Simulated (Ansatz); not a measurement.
**A series of single points on Ir**

System: Ir (Immm, 1 atom in the cell).
Method: DFT LDA, scalar-relativistic, plane waves, PAW, no spin polarisation (Ansatz 0.2.0).

The 6 runs differ only in the geometry, by a strain of the cell at fixed fractional positions. Against run 4, the strain is εxx = −0.01 η, εxy = η and εyy = −0.01 η. The structure derives from an entry of the Crystallography Open Database.

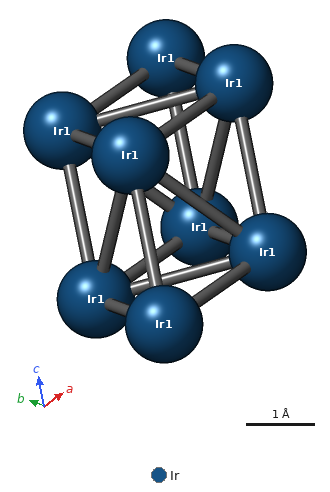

Figure 1. The structure of run 4 (ball-and-stick view of the reduced cell, seen slightly off an axis; atoms are numbered from 1 in the order of the input).

### Input of run 4
```yaml
crystal:
  lattice:
    - [0.011998125, 1.9197, 1.9197]
    - [1.9197, 0.011998125, 1.9197]
    - [1.931698125, 1.931698125, 0.0]
  atoms:
    - { symbol: Ir, position: [0.0, 0.0, 0.0] }
basis:
  ecutwfc: 420
kpoints:
  mp_grid: { grid: [22, 22, 22] }
hamiltonian:
  xc: lda
scf:
  occupations: { method: gaussian, width: 0.15 }
output:
  forces: true
  stress: true
  eigenvalues: true
```

Command:
```bash
ansatz run input.yaml --threads 1 --pin off --max-ram 1228MiB --backend cpu --events-out ev --progress --plain --runs-dir out
```

Lattice vectors (Å) and fractional positions of run 4:
```
   0.011998    1.919700    1.919700
   1.919700    0.011998    1.919700
   1.931698    1.931698    0.000000
Ir  0.000000  0.000000  0.000000
```

Run 2 differs from it as follows:
```diff
-    - [0.011998125, 1.9197, 1.9197]
-    - [1.9197, 0.011998125, 1.9197]
-    - [1.931698125, 1.931698125, 0.0]
+    - [-0.0095985, 1.9197, 1.9197]
+    - [1.9197, -0.0095985, 1.9197]
+    - [1.9101015, 1.9101015, 0.0]
```

### Results, with one run withheld

```tsv
run	strain parameter η (%)	free energy per atom, from the lowest run given (meV)	pressure (GPa)
1	−1.6251	4.35	−8.21
2	−1.1250	?	?
3	−0.3750	0.00	−8.40
4	0.0000	1.52	−8.33
5	0.1250	2.32	−8.30
6	0.2500	3.26	−8.26
```

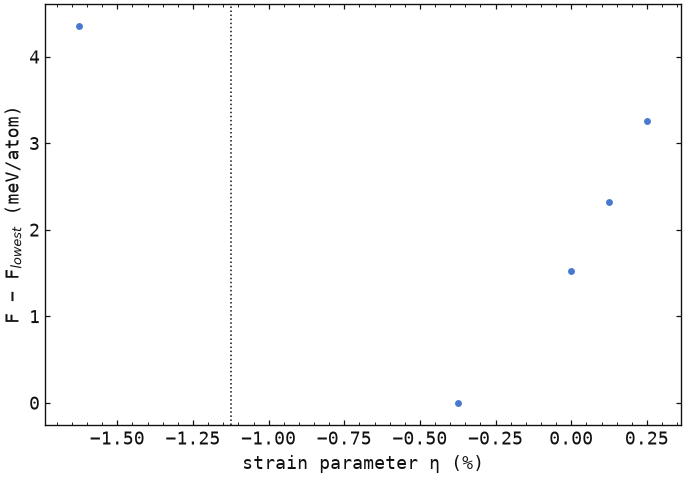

Figure 2. Free energy per atom of the runs given; the dotted line marks run 2.

What should run 2 give?

A cubic polynomial in the coordinate, fitted to the 5 runs given, misses them by under 0.01 meV per atom. With x = η + 0.3250, it reads F = 0.12729 + 2.7808 x + 4.6397 x² + 0.0019539 x³ (meV per atom). At run 2 it gives 0.87 meV per atom, and the run itself gives 0.87. The fit has its minimum at η = −0.6247 %.

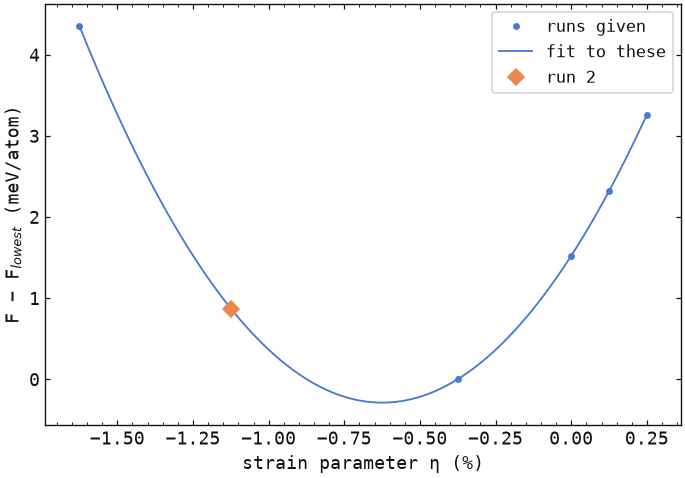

Figure 3. The fit and the withheld run.

### Output, shortened to warnings, some set-up lines, iterations and results (run 2)
```
Basis set: ecut = 420 eV, 283 PW (Γ)
Symmetry: 8 space group operations
k-points: 1530 of 10648
Initial density: superposition of atomic densities (neutral atoms: chi_scale 0, normalization atom), corrected by the library's trained network
[...]
SCF iter   1: F=—  HF=-11663.386203 eV  |F-HF|=—  |Δ(HF+E_count)|=         —  Δρ=5.85e-3  dr2=7.71e-4  ethr=1.77e-3  ⟨swp⟩=5.0  Hψ=96714  notcnv=0
SCF iter   2: F=—  HF=-11663.386277 eV  |F-HF|=—  |Δ(HF+E_count)|=   7.34e-5  Δρ=2.95e-3  dr2=1.88e-4  ethr=4.53e-6  ⟨swp⟩=2.0  Hψ=37231  notcnv=0
SCF iter   3: F=—  HF=-11663.386367 eV  |F-HF|=—  |Δ(HF+E_count)|=   9.07e-5  Δρ=2.61e-4  dr2=7.25e-6  ethr=1.11e-6  ⟨swp⟩=1.3  Hψ=22762  notcnv=0
SCF iter   4: F=—  HF=-11663.386362 eV  |F-HF|=—  |Δ(HF+E_count)|=   5.76e-6  Δρ=9.90e-5  dr2=4.63e-7  ethr=4.27e-8  ⟨swp⟩=2.1  Hψ=25597  notcnv=0
SCF iter   5: F=-11663.386362 eV  HF=-11663.386362 eV  |F-HF|=3.74e-8  |Δ(HF+E_count)|=   1.29e-7  Δρ=3.28e-5  dr2=7.51e-8  ethr=2.72e-9  ⟨swp⟩=1.0  Hψ=19470  notcnv=0
SCF iter   6: F=-11663.386362 eV  HF=-11663.386362 eV  |F-HF|=5.78e-10  |Δ(HF+E_count)|=   1.89e-8  Δρ=4.05e-6  dr2=9.59e-10  ethr=4.42e-10  ⟨swp⟩=3.0  Hψ=70831  notcnv=0
SCF 1 converged in 6 iterations: F = -11663.386362 eV  dr2 = 9.59e-10
SCF converged after 6 iterations
Free energy (F): -11663.386362 eV
Harris-Foulkes:  -11663.386362 eV  (|F-HF|=5.78e-10)
Internal energy: -11663.374126 eV  (E = F + TS)
E sigma→0 (E₀):  -11663.380244 eV
Entropy (-TS):   -0.012236 eV (-12.236 meV/atom)
Fermi energy:    25.432450 eV
--- Per-component energies (eV) ---
  E_band       = -88.754878
  E_kinetic    = 623.633575
  E_local      = -1071.298731  (includes V_loc(G=0)·N_el)
  E_nonlocal   = 79.699015
  E_hartree    = 408.752502
  E_xc         = -266.603374
  E_vxc        = -300.121697  (∫ρ·V_xc dr)
  E_paw        = -8953.224536  (= ΣΔE_a)
  E_vpaw       = -238.172779  (= ΣTr[D̂ρ^β])
  E_aug_tail   = 0.000042  (compensation charges beyond the density's cutoff)
  E_ewald      = -2484.744220
  E_core_change = 0.411602  (= ΣΔE_core)
  E_smearing   = -0.012236  (= −TS)
  E_closure    = 0.000000  (closes the sum)
  Σ components = -11663.386362   (vs F -11663.386362, Δ=0.00e0)
--- Forces (eV/Å), atoms counted from 1 ---
  atom   1  Ir     0.00000000     0.00000000     0.00000000
  max |Σ_I F_I| component: 1.23e-32 eV/Å
--- Stress (GPa, compression-positive) ---
       -8.334294       2.666394      -0.000000
        2.666394      -8.334294      -0.000000
       -0.000000      -0.000000      -8.408151
  P = ⅓ Tr σ = -8.3589 GPa (-83.589 kbar)
```

Notes: Spin–orbit coupling is left out, which matters for Ir.
